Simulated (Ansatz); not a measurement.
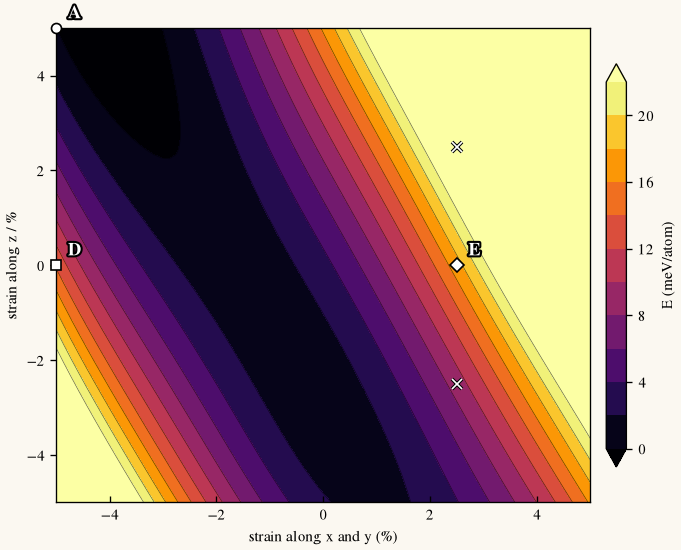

Mg (Im-3m, No. 229; 1 atom in the cell). 
- The cell is strained homogeneously, by one strain along x and y and another along z, with fractional coordinates fixed (x, y and z along the cube axes).
- First axis: strain along x and y. Second axis: strain along z.
- The grid has 5 × 5 points. At 2 points there is no value.
- Points are written as (first, second).
- Energies are in meV/atom, from the lowest grid point.
- The reference cell is the one listed in the database, not relaxed at this level.
- Level of theory: DFT LDA, scalar-relativistic, plane waves, PAW (Ansatz). Settings: cutoff 420 eV, k-mesh 18×18×18, gaussian smearing 0.15 eV, no spin polarisation.

The picture shows filled contours, crosses at grid points without a value, one colour for all values above the top of the scale, lettered points. Between grid points the surface is interpolated.

**Is E the lowest point of the computed grid?**

No. E lies 17.2 meV/atom above the lowest grid point, which is at (−5.0 %, 5.0 %).

**Rank the lettered points by energy, lowest first.**

A (0.0 meV/atom), D (13.7 meV/atom), E (17.2 meV/atom).
